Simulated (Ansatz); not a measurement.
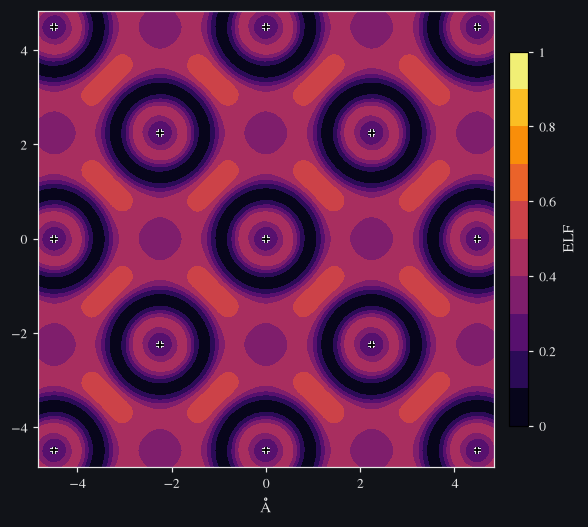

The ELF on a plane through atoms (crosses mark nuclei in the plane).

Theory: Ansatz 0.2.0, DFT LDA, scalar-relativistic, plane waves, PAW.

Candidates:
A. Mg, a = 4.49 Å, b = 4.49 Å, c = 4.49 Å, α = 90.00°, β = 90.00°, γ = 90.00°. Space group Fm-3m; a structure from a database of computed crystals, not necessarily the ambient phase.
B. Zn, a = 2.58 Å, b = 2.58 Å, c = 4.95 Å, α = 90.00°, β = 90.00°, γ = 120.00°. Space group P6₃/mmc; changed on purpose from its base cell (strain -0.0300 x Voigt [1, 1, 0, 0, 0, 0], atoms carried along); computed pressure about −4 GPa in this cell.
C. Pt, a = 2.63 Å, b = 2.63 Å, c = 3.92 Å, α = 90.00°, β = 90.00°, γ = 90.00°. Space group I4/mmm; changed on purpose from its base cell (strain -0.050 along x and y, +0.000 along z, atoms carried along); computed pressure about 34 GPa in this cell.

### Which system is this?

Candidate A: Mg on the (010) plane of the conventional cell, which holds Mg. Mg–Mg (3.17 Å): the ELF reaches about 0.55 near the midpoint.
